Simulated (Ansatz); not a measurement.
## Run report: Cu, band-structure calculation

System: Cu (1 atom in the cell).
Method: DFT PBEsol, scalar-relativistic, plane waves, PAW, no spin polarisation (Ansatz 0.2.0).

The structure derives from an entry of the Crystallography Open Database. Figures and captions count atoms from 1; the log counts them from 0 in places.

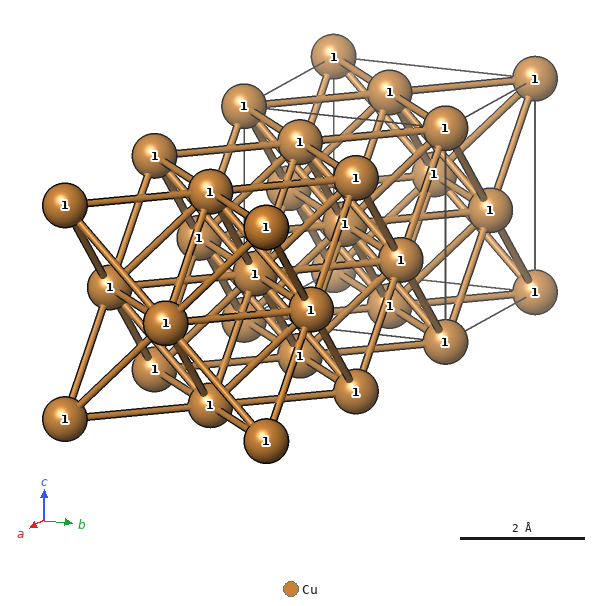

The structure (ball-and-stick view of the cell 4 times as large as that of the calculation, set on its symmetry axes, repeated 3 × 1 × 1, seen slightly off an axis; atoms are numbered from 1 in the order of the input). An atom can appear more than once, as a periodic image. Near neighbours in the periodic cell (some may lie outside the picture): Cu has 12 Cu at 2.52 Å.

## Results in brief

- outcome: converged
- space group (tolerance 0.01 Å): Fm-3m (225)
- electrons treated: 19
- free energy: −6588.7744 eV
- Fermi energy: 17.504 eV
- gap on the k-point mesh: none (metallic)
- pressure: 0.04 GPa
- largest force (length of the vector): under 0.001 eV/Å
- hardware: 1 thread of Intel Xeon @ 2.50GHz (Skylake/Cascade Lake), 189 GiB of memory available, shared host
- wall time: 25 s
- peak memory: 0.37 GiB

## The input
```yaml
crystal:
  lattice:
    - [0.0, 1.7816860421, 1.7816860421]
    - [1.7816860421, 0.0, 1.7816860421]
    - [1.7816860421, 1.7816860421, 0.0]
  atoms:
    - { symbol: Cu, position: [0.0, 0.0, 0.0] }
basis:
  ecutwfc: 420
kpoints:
  mp_grid: { grid: [20, 20, 20] }
  band_path:
    path:
      - [[0.0, 0.0, 0.0], [0.5, 0.0, 0.5], [0.625, 0.25, 0.625]]
      - [[0.375, 0.375, 0.75], [0.0, 0.0, 0.0], [0.5, 0.5, 0.5], [0.5, 0.25, 0.75], [0.5, 0.0, 0.5]]
    npoints: 14
hamiltonian:
  xc: pbesol
scf:
  occupations: { method: gaussian, width: 0.1 }
  n_extra_bands: 6
output:
  forces: true
  stress: true
  eigenvalues: true
  populations: true
  dos: { projected: true, de: 0.02, nscf_kmesh: { grid: [30, 30, 30] } }
  bader: true
  write_density: true
  write_potential: true
  elf: true
  volumetric_format: npy
```

Run as:
```bash
ansatz run input.yaml --threads 1 --pin off --max-ram 2560MiB --backend cpu --events-out ev --progress --plain --runs-dir out
```

## The program's output
```
scf.n_extra_bands = 6 over 10 filled bands (N_el = 19.0): the run solves 16 bands
Engine: ansatz 0.2.0, x86_64-unknown-linux-gnu
Pseudopotentials: kind: paw
Pseudopotential: Cu, paw, valence charge 19, recommended cutoff 420 eV (normal), Cu.paw.azcp
Functional definition: PBEsol
  exchange = pbesol_x
  correlation = pbesol_c
Crystal: 1 atoms, lattice volume = 11.312 Å³
Basis set: ecut = 420 eV, 229 PW (Γ), exchange–correlation on 36×36×36 points (8 copies of the dense FFT grid, shifted against one another)
Bands: 16, of which v1, the nominal top of the filled ones, is band 10 counted from 1 (9 counted from 0)
Symmetry: 48 space group operations
Space group: Fm-3m (ITA 225), of the structure as read, at distance tolerance 2.2e-5 Å
k-points: 256 of 8000
Non-local potential: Cu, projectors of the file, l = 0: 3, l = 1: 2, l = 2: 3, l = 3: 1
PAW form: soft (Blöchl's): semilocal exchange-correlation on the pseudo side does not see the compensation charge
PAW frozen core: Cu, regenerated for the run's functional, and the local potential with it (the file was generated under x = pbe(κ = 0.804, μ = 0.2195149727645171), c = pbe(β = 0.06672455060314922))
PAW one-centre angular grid: Cu, 590 points (default); XC on 64 Gauss nodes
Initial density: superposition of atomic densities (neutral atoms: chi_scale 0, normalization atom), corrected by the library's trained network
Initial wavefunctions: pseudopotential atomic-orbital guess
Functional: x = pbesol(κ = 0.804, μ = 0.12345679012345678), c = pbesol(β = 0.046)
SCF iter   1: F=—  HF=-6588.780168 eV  |F-HF|=—  |Δ(HF+E_count)|=         —  Δρ=2.03e-2  dr2=2.38e-2  ethr=1.77e-3  ⟨swp⟩=5.3  Hψ=20248  notcnv=0  defer=32
preconditioner: auto → none  [metal: Δε(μ)=0.023 eV  Ē_g=22.299 eV  σ=0.100 eV  W_gap=0.13  n_scr=0 (ndim 8)  ℏωp=36.6 eV  f_vac=0.000  D(μ)=0.28/eV (n_scr^D=0)]
SCF iter   2: F=—  HF=-6588.774409 eV  |F-HF|=—  |Δ(HF+E_count)|=   5.76e-3  Δρ=9.16e-4  dr2=3.95e-5  ethr=1.25e-4  ⟨swp⟩=2.3  Hψ=7628  notcnv=0  defer=415
SCF iter   3: F=—  HF=-6588.774401 eV  |F-HF|=—  |Δ(HF+E_count)|=   8.51e-6  Δρ=9.24e-4  dr2=3.72e-5  ethr=2.08e-7  ⟨swp⟩=2.0  Hψ=6076  notcnv=0  defer=415
SCF iter   4: F=—  HF=-6588.774424 eV  |F-HF|=—  |Δ(HF+E_count)|=   2.31e-5  Δρ=6.47e-5  dr2=1.69e-7  ethr=1.96e-7  ⟨swp⟩=1.0  Hψ=3623  notcnv=0  defer=415
iter 5 did not close the SCF: its close was put off for the readings that it lacked (scf_convergence_deferred on its scf_iter line)
SCF iter   5: F=-6588.774423 eV  HF=-6588.774423 eV  |F-HF|=2.03e-10  |Δ(HF+E_count)|=   3.62e-7  Δρ=3.00e-6  dr2=3.80e-10  ethr=8.88e-10  ⟨swp⟩=2.2  Hψ=5034  notcnv=0  defer=415
SCF iter   6: F=-6588.774423 eV  HF=-6588.774423 eV  |F-HF|=0.00e0  |Δ(HF+E_count)|=  4.67e-10  Δρ=1.22e-7  dr2=4.89e-13  ethr=2.00e-12  ⟨swp⟩=7.3  Hψ=21549  notcnv=0
SCF 1 converged in 6 iterations: F = -6588.774423 eV  dr2 = 4.89e-13
  greatest PAW one-centre occupation: 1.000 electrons in one spin orbital (limit 2), on the Cu atom at site 0 (counted from 0), in its partial waves of l = 0
```

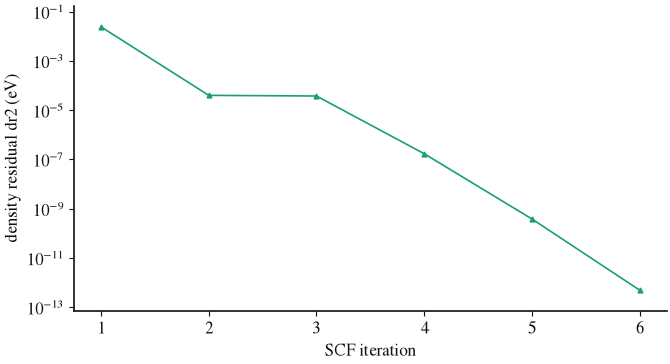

Convergence of the self-consistent field: density residual dr2 against the SCF iteration. The residual falls at every step.

```
NSCF: frozen V_eff on 86 k-points
NSCF: frozen V_eff on 752 k-points
SCF converged after 6 iterations
Free energy (F): -6588.774423 eV
Harris-Foulkes:  -6588.774423 eV  (|F-HF|=0.00e0)
Internal energy: -6588.773091 eV  (E = F + TS)
E sigma→0 (E₀):  -6588.773757 eV
Entropy (-TS):   -0.001332 eV (-1.332 meV/atom)
Fermi energy:    17.503957 eV
--- Per-component energies (eV) ---
  E_band       = -345.452744
  E_kinetic    = 300.650913
  E_local      = -3969.709019  (includes V_loc(G=0)·N_el)
  E_nonlocal   = 391.069288
  E_hartree    = 1748.434536
  E_xc         = -89.406200
  E_vxc        = -115.895847  (∫ρ·V_xc dr)
  E_paw        = -1625.804664  (= ΣΔE_a)
  E_vpaw       = -448.437387  (= ΣTr[D̂ρ^β])
  E_aug_tail   = 0.000217  (compensation charges beyond the density's cutoff)
  E_ewald      = -3344.214365
  E_core_change = 0.206202  (= ΣΔE_core)
  E_smearing   = -0.001332  (= −TS)
  E_closure    = -0.000000  (closes the sum)
  Σ components = -6588.774423   (vs F -6588.774423, Δ=0.00e0)
--- Forces (eV/Å), atoms counted from 1 ---
  atom   1  Cu    -0.00000000     0.00000000    -0.00000000
  max |Σ_I F_I| component: 4.93e-32 eV/Å
--- Stress (GPa, compression-positive) ---
        0.042098       0.000000       0.000000
        0.000000       0.042098      -0.000000
       -0.000000       0.000000       0.042098
  P = ⅓ Tr σ = 0.0421 GPa (0.421 kbar)
--- Band table (eV; the first three rows and the last of 256) ---
  k-point 0: bands = ["-94.8269", "-52.2782", "-52.2782", "-52.2782", "7.7485", "14.3937", "14.3937", "14.3937", "15.2959", "15.2959", "40.4654", "43.2859", "43.2859", "43.2859", "45.8008", "45.8008"]
  k-point 1: bands = ["-94.8265", "-52.2813", "-52.2787", "-52.2787", "7.8427", "14.3722", "14.4126", "14.4126", "15.2882", "15.2882", "39.9938", "42.0129", "42.9754", "42.9754", "46.2432", "46.2432"]
  k-point 2: bands = ["-94.8252", "-52.2905", "-52.2800", "-52.2800", "8.1228", "14.3127", "14.4634", "14.4634", "15.2708", "15.2708", "38.0097", "41.2870", "42.3768", "42.3768", "47.2036", "47.2036"]
  k-point 255: bands = ["-94.8042", "-52.3640", "-52.3640", "-52.3281", "13.1730", "13.8287", "13.8287", "15.2454", "16.0644", "23.8487", "23.8487", "26.0335", "26.6452", "46.2990", "46.2990", "47.5755"]
--- Löwdin populations: 1 site ---
  site symbol       q [e]
     0     Cu     18.8322
  spilling = 0.008833 (of n_electrons = 19.000000)
--- Bader charges: 1 site ---
  site symbol  charge [e]  shift [e]
     0     Cu      0.0000     0.0000
  estimated error of the sums over rays = 2.0e-7 e
```

## File populations.tsv
```
# site	symbol	l	j	q
# orbitals = lowdin
# n_electrons = 19.000000
# spilling = 0.008833
0	Cu	0_3S	-	1.995922
0	Cu	0_4S	-	1.047402
0	Cu	1_3P	-	5.999151
0	Cu	2_3D	-	9.789693
```

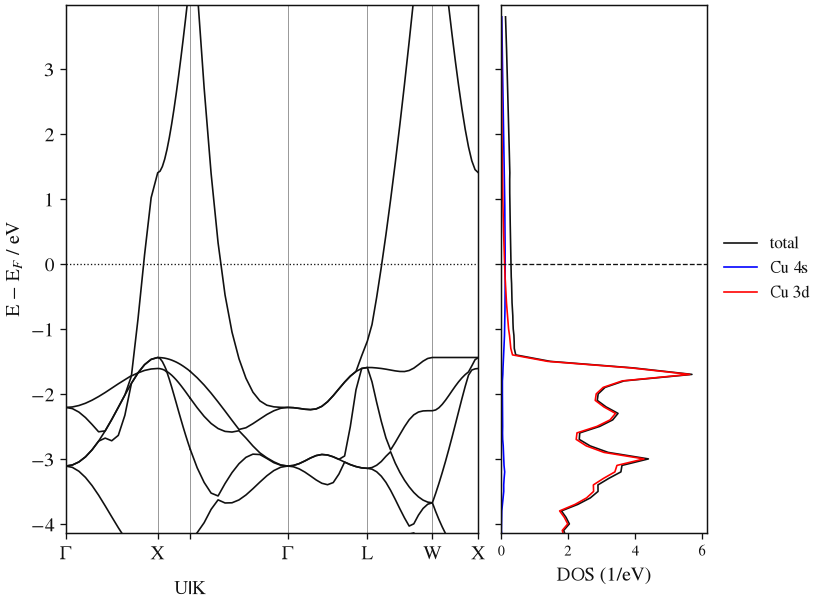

Band structure along Γ–X–U|K–Γ–L–W–X and density of states (projected on Löwdin-orthogonalised atomic shells), with energies from the Fermi level. Bands cross the Fermi level: a metal at this level of theory.

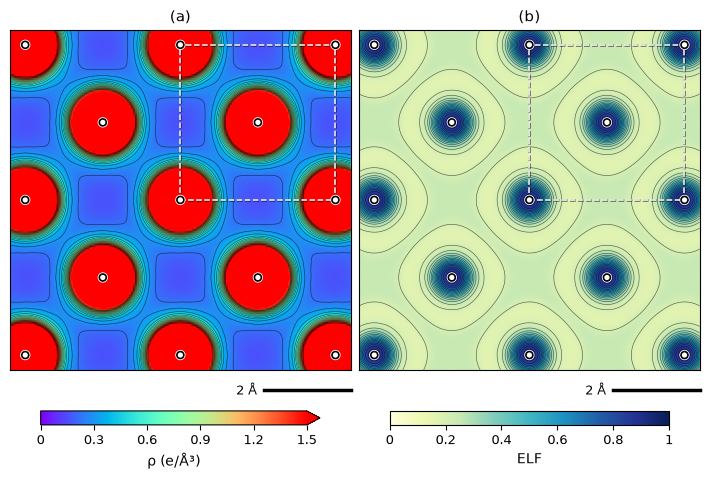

(a) valence electron density; (b) ELF on the (100) plane of the conventional cell. Circles mark the nuclei in the plane (Cu). Atoms in the plane: Cu. Cu–Cu (2.52 Å): ρ is about 0.29 e/Å³ halfway; the ELF is about 0.20 at the midpoint (no localised pair between them). Away from the nuclei the density in this plane falls to 0.16 e/Å³ at its lowest. The strong features right at Cu lie inside the PAW spheres (semicore, d or f shells) and say nothing about bonding. The fields are those of the smooth PAW valence density.

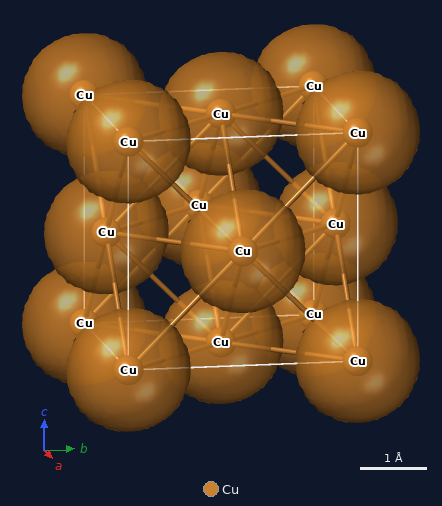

Isosurface of the valence charge density (pseudo) at 0.5 e/Å³ (orange), seen slightly off an axis. Sticks mark near contacts. The outline is the cell set on symmetry axes. At this value the density breaks into separate islands; it holds about 90 % of the electrons treated as valence (semicore included). It is pinched off along the Cu–Cu (2.52 Å) contacts. On the grid the lowest density along these lines, outside the cores, is 0.29 e/Å³ (Cu–Cu, 2.52 Å).
